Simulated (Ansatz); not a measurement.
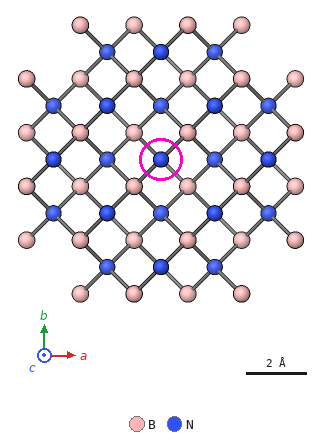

Perfect BN. A ball-and-stick model of the atoms within 5.4 Å of one point, in a slice 4.2 Å thick across the line of sight, seen along the c axis.

The calculation used Ansatz 0.2.0, DFT, PBEsol, PAW, plane waves. (plane-wave cutoff 420 eV; k-point mesh 1 × 1 × 1; mesh shifted by (0.25, 0.25, 0.25); no spin polarisation) Fermi-Dirac smearing of 0.01 eV. A uniform background neutralises the charged cell. The axes drawn are those of the host's conventional cell.

An extra nitrogen atom is put between the host's atoms (an interstitial) at the ringed place, in charge state −3. The supercell has 64 sites, and the atoms are relaxed at the host's cell.

Question: Predict the relaxed surroundings of the defect.

Answer: The N atom starts with 4 B at 1.56 Å, 6 N at 1.80 to 1.81 Å around its place and ends with 4 B at 1.43 to 1.44 Å. Of the host's atoms, a nitrogen atom moves furthest from its site, by 0.24 Å.

The relaxed defect, seen from the same direction:

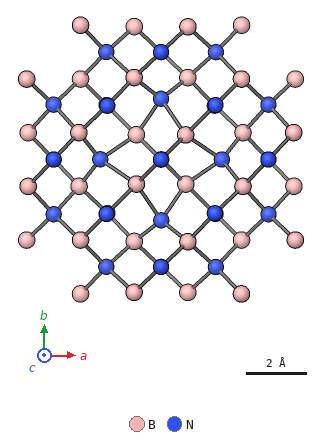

Limits of the set-up: the periodic images lie only 7.2 Å apart, so the values are limited by the cell's size; the cell is charged, on a uniform background, and energies carry no finite-size correction.
